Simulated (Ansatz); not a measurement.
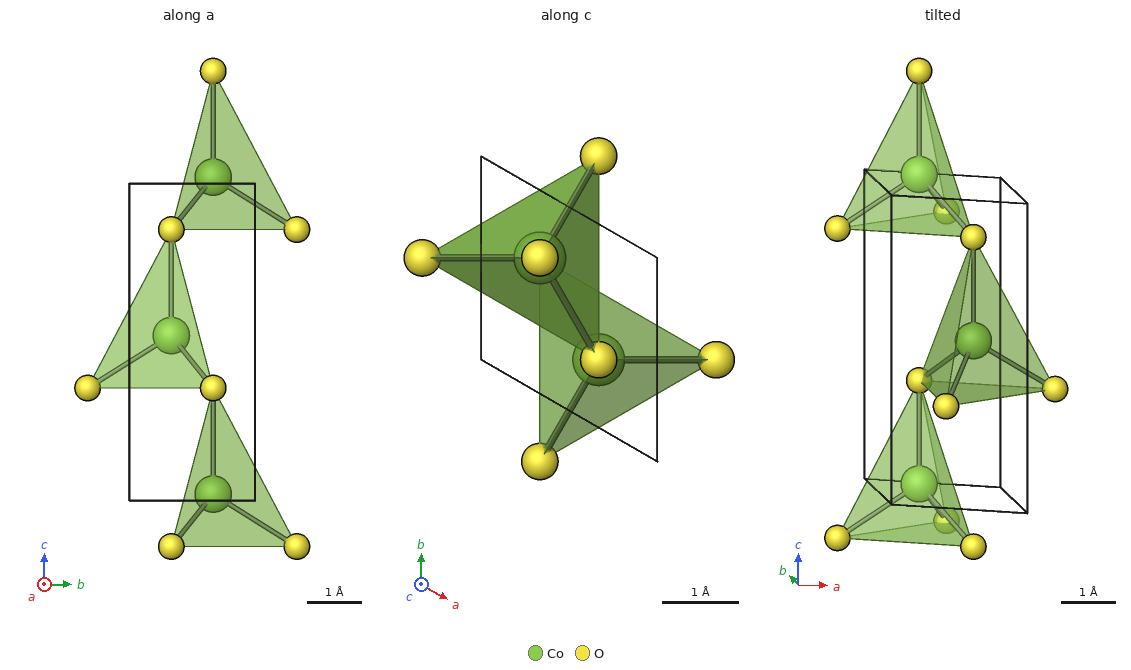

The figure gives a polyhedral picture of the atoms, viewed along the a axis, along the c axis and slightly off an axis. One conventional unit cell is framed, with atoms on its boundary repeated. Some neighbours outside the box are added.

Description:

- This is CoO.
- The space group is P6_3mc (No. 186); the lattice is primitive hexagonal.
- In the cell are 2 Co, 2 O, which makes 2 formula units.
- The Co atoms are each bonded to four O at about 1.8 to 2.0 Å. O is linked to four Co at about 1.8 to 2.0 Å. Not all metal-metal contacts are counted.
- The bonds build a three-dimensional framework.

The starting point was a structure listed in the Materials Project. Atoms and cell were optimised with DFT r2SCAN, scalar-relativistic, plane waves, PAW (Ansatz).
